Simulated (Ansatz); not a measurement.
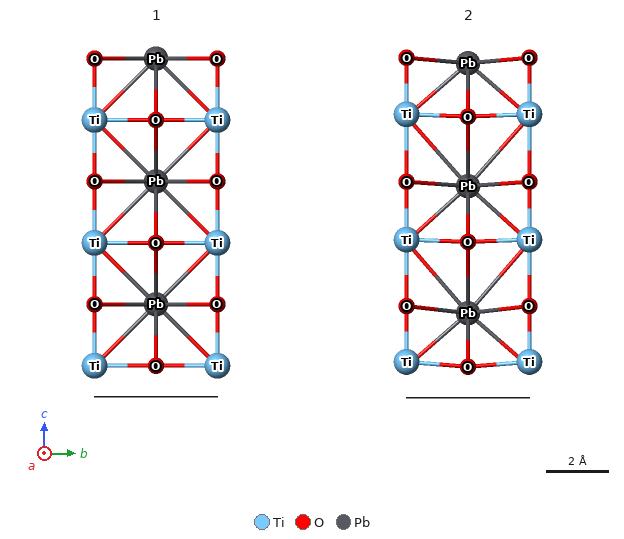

Two geometries of a slab of composition TiPbO$_{3}$ (cut from the Pm-3m phase), drawn at one scale. One is the start of a relaxation, the other its converged end. The picture is a ball-and-stick view of the 2 × 1 repeat of the cell, outlined in the plane, without the vacuum (origin shifted), seen along the a axis.

Level of theory: Ansatz 0.2.0, DFT PBE, scalar-relativistic, plane waves, PAW. Set-up: plane-wave cutoff 420 eV; k-point mesh 7 × 7 × 1; occupations gaussian; smearing width 0.05 eV; no spin polarisation; dipole correction; atoms relaxed in a fixed cell; force threshold 0.02 eV/Å; at most 60 steps.

Q: Which of the two is the end point?

A: Structure 2 is the relaxed one. The slab is the (1 0 0) face of TiPbO3. After 5 accepted moves (6 points after the start) the energy has fallen by 0.587 eV per cell of the calculation. The largest force component goes from 2.5 to 0.0033 eV/Å. The line search rejected the trial step at point 2 of the run. The largest move relative to the layer's centre is that of a Pb atom, 0.29 Å along the normal (−c). Largest moves by element: Pb 0.29 Å, Ti 0.18 Å, O 0.11 Å. The lattice vectors keep their values. Among the contacts that change: O–Pb 2.805 → 3.039 Å, O–Ti 1.983 → 2.177 Å, O–Pb 2.805 → 2.998 Å, O–Ti 1.983 → 1.802 Å. Bond angles that change, for instance: O–Ti–O 180.0° → 170.9°, Ti–O–Ti 180.0° → 170.9°, O–Ti–O 90.0° → 94.5°.
